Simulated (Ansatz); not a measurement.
**What a change does: single-point calculation on Zr2O**

System: Zr2O (Cmme, 6 atoms in the cell).
Method of the first run: DFT PBEsol, scalar-relativistic, plane waves, PAW, no spin polarisation (Ansatz 0.2.0).

The structure derives from a Materials Project entry. Text and figures count atoms from 1; the logs count them from 0 in places.

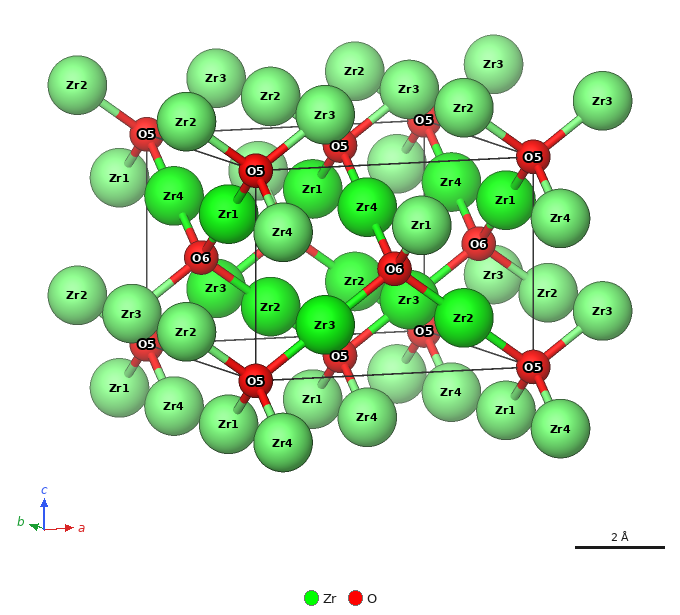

**Figure 1.** The input geometry (ball-and-stick view of the cell 2 times as large as that of the calculation, set on its symmetry axes, seen slightly off an axis; neighbours outside the cell are drawn fainter; atoms are numbered from 1 in the order of the input). An atom can appear more than once, as a periodic image. Near neighbours in the periodic cell (some may lie outside the picture): Zr has 2 O at 2.07 to 2.09 Å; O has 4 Zr at 2.07 to 2.09 Å.

Input file, the first run:
```yaml
crystal:
  lattice:
    - [4.8002881811, 0.0360021614, 0.0]
    - [0.0360021614, 4.8002881811, 0.0]
    - [0.0, 0.0, 4.8002881811]
  atoms:
    - { symbol: Zr, position: [0.25, 0.25, 0.75] }
    - { symbol: Zr, position: [0.75, 0.25, 0.25] }
    - { symbol: Zr, position: [0.25, 0.75, 0.25] }
    - { symbol: Zr, position: [0.75, 0.75, 0.75] }
    - { symbol: O, position: [0.0, 0.0, 0.0] }
    - { symbol: O, position: [0.5, 0.5, 0.5] }
basis:
  ecutwfc: 420
kpoints:
  mp_grid: { grid: [10, 10, 10] }
hamiltonian:
  xc: pbesol
scf:
  occupations: { method: gaussian, width: 0.15 }
output:
  forces: true
  stress: true
  eigenvalues: true
```

Launched with:
```bash
ansatz run input.yaml --threads 1 --pin off --max-ram 2560MiB --backend cpu --events-out ev --progress --plain --runs-dir out
```

Hardware: 1 thread of Intel Xeon @ 2.70GHz, 189 GiB of memory available, shared host.

Output, shortened to warnings, some set-up lines, iterations and results (the first run):
```
Basis set: ecut = 420 eV, 2121 PW (Γ), exchange–correlation on 72×72×72 points (8 copies of the dense FFT grid, shifted against one another)
Symmetry: 8 space group operations
k-points: 186 of 1000
Initial density: superposition of atomic densities (neutral atoms: chi_scale 0, normalization atom), corrected by the library's trained network
[...]
SCF iter   1: F=—  HF=-17640.983340 eV  |F-HF|=—  |Δ(HF+E_count)|=         —  Δρ=4.63e-3  dr2=1.43e-2  ethr=1.77e-3  ⟨swp⟩=4.2  Hψ=25337  notcnv=0
SCF iter   2: F=—  HF=-17640.982227 eV  |F-HF|=—  |Δ(HF+E_count)|=   1.11e-3  Δρ=2.27e-3  dr2=5.65e-3  ethr=2.39e-5  ⟨swp⟩=2.0  Hψ=12019  notcnv=0
SCF iter   3: F=—  HF=-17640.982104 eV  |F-HF|=—  |Δ(HF+E_count)|=   1.22e-4  Δρ=1.31e-3  dr2=1.35e-3  ethr=9.41e-6  ⟨swp⟩=2.0  Hψ=8520  notcnv=0
SCF iter   4: F=—  HF=-17640.981892 eV  |F-HF|=—  |Δ(HF+E_count)|=   2.13e-4  Δρ=2.06e-4  dr2=3.74e-5  ethr=2.26e-6  ⟨swp⟩=2.0  Hψ=8777  notcnv=0
SCF iter   5: F=—  HF=-17640.981911 eV  |F-HF|=—  |Δ(HF+E_count)|=   1.95e-5  Δρ=2.86e-5  dr2=8.70e-7  ethr=6.23e-8  ⟨swp⟩=2.4  Hψ=12515  notcnv=0
SCF iter   6: F=—  HF=-17640.981912 eV  |F-HF|=—  |Δ(HF+E_count)|=   1.57e-7  Δρ=1.06e-5  dr2=1.93e-7  ethr=1.67e-10  ⟨swp⟩=5.7  Hψ=25247  notcnv=0
SCF iter   7: F=-17640.981912 eV  HF=-17640.981912 eV  |F-HF|=1.88e-8  |Δ(HF+E_count)|=   5.16e-9  Δρ=3.53e-6  dr2=2.69e-8  ethr=1.67e-10  ⟨swp⟩=4.0  Hψ=20336  notcnv=0
SCF 1 converged in 7 iterations: F = -17640.981912 eV  dr2 = 2.69e-8
SCF converged after 7 iterations
Free energy (F): -17640.981912 eV
Harris-Foulkes:  -17640.981912 eV  (|F-HF|=1.88e-8)
Internal energy: -17640.876513 eV  (E = F + TS)
E sigma→0 (E₀):  -17640.929213 eV
Entropy (-TS):   -0.105398 eV (-17.566 meV/atom)
Fermi energy:    12.944016 eV
--- Per-component energies (eV) ---
  E_band       = -439.521077
  E_kinetic    = 1686.175309
  E_local      = -3510.774231  (includes V_loc(G=0)·N_el)
  E_nonlocal   = 420.841517
  E_hartree    = 1154.978922
  E_xc         = -787.517575
  E_vxc        = -948.386397  (∫ρ·V_xc dr)
  E_paw        = -11904.987707  (= ΣΔE_a)
  E_vpaw       = -397.340431  (= ΣTr[D̂ρ^β])
  E_aug_tail   = 0.005075  (compensation charges beyond the density's cutoff)
  E_ewald      = -4700.331281
  E_core_change = 0.733458  (= ΣΔE_core)
  E_smearing   = -0.105398  (= −TS)
  E_closure    = -0.000000  (closes the sum)
  Σ components = -17640.981912   (vs F -17640.981912, Δ=0.00e0)
--- Forces (eV/Å), atoms counted from 1 ---
  atom   1  Zr     0.00000000     0.00000000     0.00000000
  atom   2  Zr     0.00000000     0.00000000     0.00000000
  atom   3  Zr     0.00000000     0.00000000     0.00000000
  atom   4  Zr     0.00000000     0.00000000     0.00000000
  atom   5  O      0.00000000     0.00000000    -0.20399033
  atom   6  O      0.00000000     0.00000000     0.20399033
  max |Σ_I F_I| component: 1.73e-18 eV/Å
--- Stress (GPa, compression-positive) ---
        0.043516      -1.272933       0.000000
       -1.272933       0.043516       0.000000
        0.000000       0.000000       0.021870
  P = ⅓ Tr σ = 0.0363 GPa (0.363 kbar)
```

For the second run the input was changed thus:
```diff
-    - [4.8002881811, 0.0360021614, 0.0]
-    - [0.0360021614, 4.8002881811, 0.0]
+    - [4.8002881811, -0.0240014409, 0.0]
+    - [-0.0240014409, 4.8002881811, 0.0]
```

How does the second run compare with the first run?

With the same functional and potentials, the second run lies 0.6 meV per atom lower. The largest force goes from 0.204 to 0.136 eV/Å. The number of SCF iterations is the same. The plane waves at Γ go from 2121 to 2109.

Output, shortened to warnings, some set-up lines, iterations and results (the second run):
```
Basis set: ecut = 420 eV, 2109 PW (Γ), exchange–correlation on 72×72×72 points (8 copies of the dense FFT grid, shifted against one another)
Symmetry: 8 space group operations
k-points: 186 of 1000
Initial density: superposition of atomic densities (neutral atoms: chi_scale 0, normalization atom), corrected by the library's trained network
[...]
SCF iter   1: F=—  HF=-17640.986924 eV  |F-HF|=—  |Δ(HF+E_count)|=         —  Δρ=4.61e-3  dr2=1.42e-2  ethr=1.77e-3  ⟨swp⟩=4.2  Hψ=25301  notcnv=0
SCF iter   2: F=—  HF=-17640.985879 eV  |F-HF|=—  |Δ(HF+E_count)|=   1.04e-3  Δρ=2.26e-3  dr2=5.61e-3  ethr=2.36e-5  ⟨swp⟩=2.0  Hψ=11898  notcnv=0
SCF iter   3: F=—  HF=-17640.985762 eV  |F-HF|=—  |Δ(HF+E_count)|=   1.17e-4  Δρ=1.30e-3  dr2=1.34e-3  ethr=9.35e-6  ⟨swp⟩=2.0  Hψ=8554  notcnv=0
SCF iter   4: F=—  HF=-17640.985551 eV  |F-HF|=—  |Δ(HF+E_count)|=   2.11e-4  Δρ=2.06e-4  dr2=3.69e-5  ethr=2.24e-6  ⟨swp⟩=2.0  Hψ=8761  notcnv=0
SCF iter   5: F=—  HF=-17640.985570 eV  |F-HF|=—  |Δ(HF+E_count)|=   1.93e-5  Δρ=2.73e-5  dr2=6.89e-7  ethr=6.15e-8  ⟨swp⟩=2.4  Hψ=12425  notcnv=0
SCF iter   6: F=—  HF=-17640.985570 eV  |F-HF|=—  |Δ(HF+E_count)|=   1.77e-7  Δρ=8.85e-6  dr2=1.28e-7  ethr=1.67e-10  ⟨swp⟩=5.7  Hψ=25032  notcnv=0
SCF iter   7: F=-17640.985570 eV  HF=-17640.985570 eV  |F-HF|=2.43e-8  |Δ(HF+E_count)|=   1.20e-9  Δρ=3.52e-6  dr2=3.11e-8  ethr=1.67e-10  ⟨swp⟩=4.0  Hψ=19911  notcnv=0
SCF 1 converged in 7 iterations: F = -17640.985570 eV  dr2 = 3.11e-8
SCF converged after 7 iterations
Free energy (F): -17640.985570 eV
Harris-Foulkes:  -17640.985570 eV  (|F-HF|=2.43e-8)
Internal energy: -17640.880087 eV  (E = F + TS)
E sigma→0 (E₀):  -17640.932829 eV
Entropy (-TS):   -0.105483 eV (-17.580 meV/atom)
Fermi energy:    12.943708 eV
--- Per-component energies (eV) ---
  E_band       = -439.551436
  E_kinetic    = 1686.153324
  E_local      = -3510.656552  (includes V_loc(G=0)·N_el)
  E_nonlocal   = 420.835703
  E_hartree    = 1154.913991
  E_xc         = -787.512760
  E_vxc        = -948.379883  (∫ρ·V_xc dr)
  E_paw        = -11904.984837  (= ΣΔE_a)
  E_vpaw       = -397.337152  (= ΣTr[D̂ρ^β])
  E_aug_tail   = 0.005077  (compensation charges beyond the density's cutoff)
  E_ewald      = -4700.367490
  E_core_change = 0.733458  (= ΣΔE_core)
  E_smearing   = -0.105483  (= −TS)
  E_closure    = 0.000000  (closes the sum)
  Σ components = -17640.985570   (vs F -17640.985570, Δ=0.00e0)
--- Forces (eV/Å), atoms counted from 1 ---
  atom   1  Zr    -0.00000000     0.00000000     0.00000000
  atom   2  Zr     0.00000000     0.00000000     0.00000000
  atom   3  Zr     0.00000000     0.00000000     0.00000000
  atom   4  Zr     0.00000000    -0.00000000     0.00000000
  atom   5  O      0.00000000     0.00000000     0.13589476
  atom   6  O      0.00000000     0.00000000    -0.13589476
  max |Σ_I F_I| component: 6.07e-18 eV/Å
--- Stress (GPa, compression-positive) ---
        0.021513       0.849515       0.000000
        0.849515       0.021513       0.000000
        0.000000       0.000000       0.012071
  P = ⅓ Tr σ = 0.0184 GPa (0.184 kbar)
```

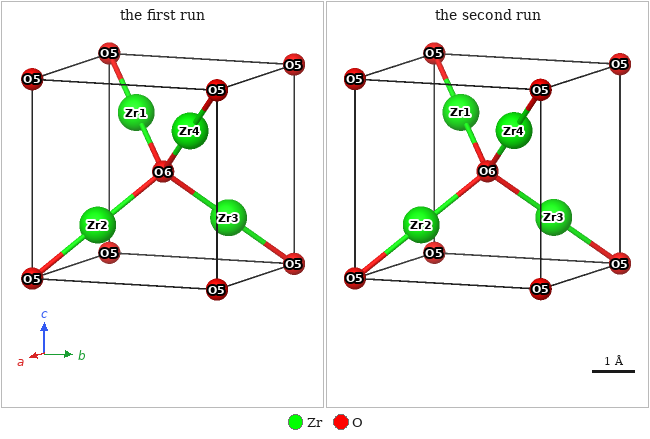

**Figure 2.** The two input geometries at one scale (ball-and-stick view of the cell of the calculation, seen slightly off an axis). The atoms keep their places relative to the cell (all moves are under 0.005 Å). The drawn cell changes at constant volume: a = b = c stay at 4.800 Å, γ 89.1° → 90.6°. Among the contacts that change: Zr1–O5 2.089 → 2.072 Å, Zr2–O5 2.068 → 2.086 Å.

The two runs side by side:

| quantity | the first run | the second run |
| --- | --- | --- |
| outcome | converged | converged |
| free energy per atom (eV) | −2940.1637 | −2940.1643 |
| energy per atom, smearing taken to zero (eV) | −2940.1549 | −2940.1555 |
| gap on the mesh (eV) | 0.00 | 0.00 |
| pressure (GPa) | 0.04 | 0.02 |
| largest force (eV/Å) | 0.204 | 0.136 |
| SCF iterations | 7 | 7 |
| irreducible k-points | 186 | 186 |
| plane waves at Γ | 2121 | 2109 |
| wall time (shared host) | 41 s | 41 s |
